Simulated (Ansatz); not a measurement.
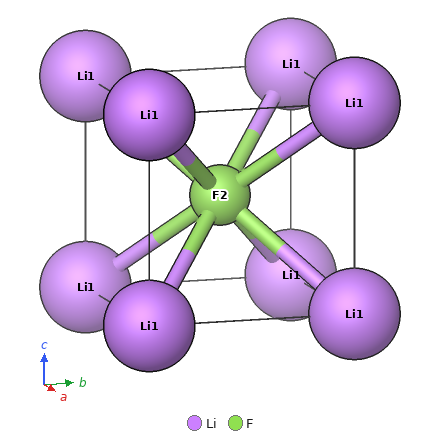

The system is LiF (Pm-3m, No. 221; 2 atoms in the cell); the picture shows the reference structure. The cell is strained homogeneously, by one strain along x and y and another along z, with fractional coordinates fixed (x, y and z along the cube axes). First axis: strain along x and y. Second axis: strain along z. The grid has 5 × 5 points. Points are written as (first, second). Energies are in meV/atom, from the lowest grid point. The reference cell is the one listed in the database, not relaxed at this level. Computed with Ansatz, DFT PBE, scalar-relativistic, plane waves, PAW. Settings: cutoff 420 eV, k-mesh 10×10×10, gaussian smearing 0.05 eV, no spin polarisation.

Its coordinates:

```
CELL_PARAMETERS angstrom
2.55953 0.00000 0.00000
0.00000 2.55953 0.00000
0.00000 0.00000 2.55953
ATOMIC_POSITIONS crystal
Li 0.00000 0.00000 0.00000
F 0.50000 0.50000 0.50000
```

Range: strain along x and y from −8 to 8 %; strain along z from −8 to 8 %.

> Predict the map.

The lowest grid point is at (0 %, 0 %). It is the only kind of minimum in the scanned range. The highest grid point, (−8 %, 8 %), lies 149 meV/atom above the lowest. Round the minimum the valley is somewhat tilted: raising strain along x and y shifts the best value of strain along z upwards (coupling k₁₂/√(k₁₁k₂₂) about −0.2). The gap on the k-mesh is 7.5 eV at the lowest point and runs from 5.8 to 9.9 eV over the map.

```tsv
strain along z ↓, strain along x and y →	−8	−4	0	4	8
8	149	68	37	44	79
4	113	36	10	22	63
0	95	22	0	17	63
−4	101	30	12	33	84
−8	135	66	51	76	132
```

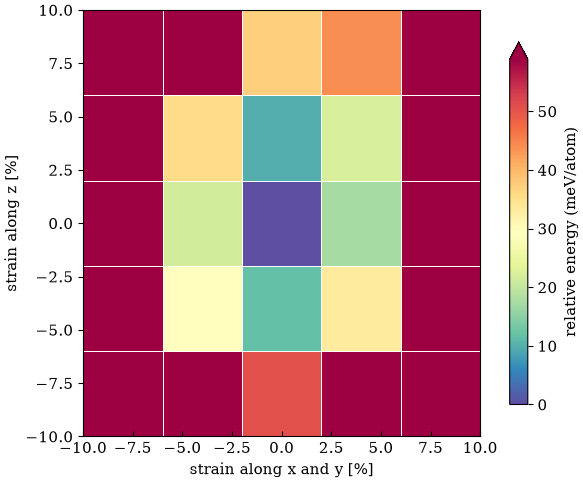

Drawn: one coloured cell a grid point, one colour for all values above the top of the scale.
